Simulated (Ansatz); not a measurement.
Pt (P6/mmm, No. 191): the input geometry of an electronic-structure calculation (not necessarily at equilibrium); the starting structure was generated, so it need not be a known form of this composition.

```cif
data_structure
_symmetry_space_group_name_H-M 'P6/mmm'
_symmetry_Int_Tables_number 191
_cell_length_a 4.5016
_cell_length_b 4.5016
_cell_length_c 2.6785
_cell_angle_alpha 90.000
_cell_angle_beta 90.000
_cell_angle_gamma 120.000
_cell_volume 47.01
loop_
_atom_site_label
_atom_site_type_symbol
_atom_site_symmetry_multiplicity
_atom_site_Wyckoff_symbol
_atom_site_fract_x
_atom_site_fract_y
_atom_site_fract_z
_atom_site_occupancy
Pt1 Pt 1 a 0.00000 0.00000 0.00000 1
Pt2 Pt 2 d 0.33333 0.66667 0.50000 1
```

Question: What will a dark-field STEM-like image along [100] show? Simulation: incoherent imaging, intensity Z^1.7 per atom, probe width 0.88 Å, thin sample. The probe carries 15 % of its weight in a tail 2.5 times as wide.

Answer: The columns repeat on a rectangular net of 2.68 × 3.90 Å (plane group p2mm). All columns are alike (Pt). The shortest distance between visible columns is 1.30 Å in projection. Along the beam the structure repeats every 4.50 Å.

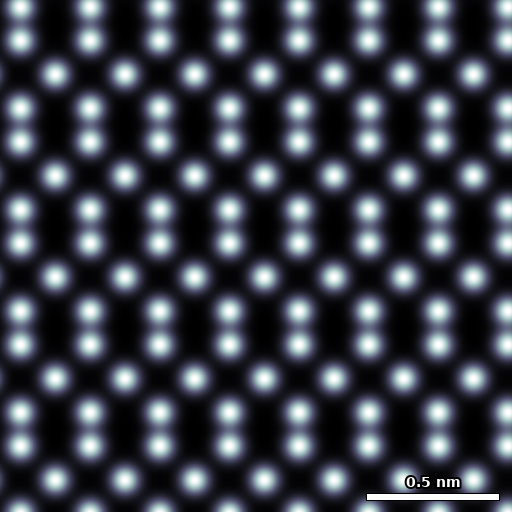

The simulated image.
